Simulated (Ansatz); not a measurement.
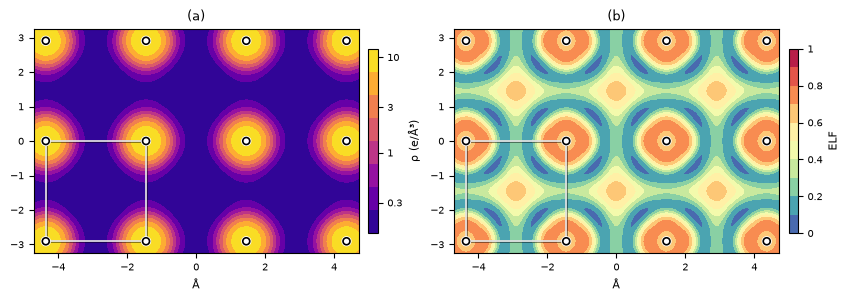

Ti. (a) valence electron density; (b) electron localisation function on the (010) plane of the conventional cell. Circles mark the nuclei in the plane (Ti).

Space group Cmcm; a point of a scan over the structure, not its minimum; not relaxed (largest force 1.4 eV/Å); computed without spin polarisation; PAW files of the earlier set (soft_1).

These are results of Ansatz 0.2.0, DFT PBE, scalar-relativistic, plane waves, PAW, not measurements.

```
Ti
1.0
    -2.05586   -2.05586    0.00000
     0.00000    0.00000   24.67030
    -2.05586    2.05586    0.00000
Ti
12
Cartesian
  -1.5419 1.5419 11.3071
  -2.5698 0.5140 23.6423
  -0.5140 0.5140 13.3632
  -1.5419 -0.5140 1.0280
  -1.5419 1.5419 3.0838
  -2.5698 0.5140 15.4189
  -0.5140 0.5140 17.4747
  -1.5419 -0.5140 5.1396
  -1.5419 1.5419 7.1956
  -2.5698 0.5140 19.5307
  -0.5140 0.5140 21.5865
  -1.5419 -0.5140 9.2514
```

Q: Describe what can be read from this map.

A: The section cuts through Ti sites.
Ti–Ti (2.91 Å): ρ is about 0.22 e/Å³ halfway; the ELF is about 0.30 at the midpoint.
Between the atoms the lowest density in this plane is 0.14 e/Å³.
The features right at Ti lie inside the PAW spheres, where the map follows smoothed inner orbitals and isn't to be read closely.
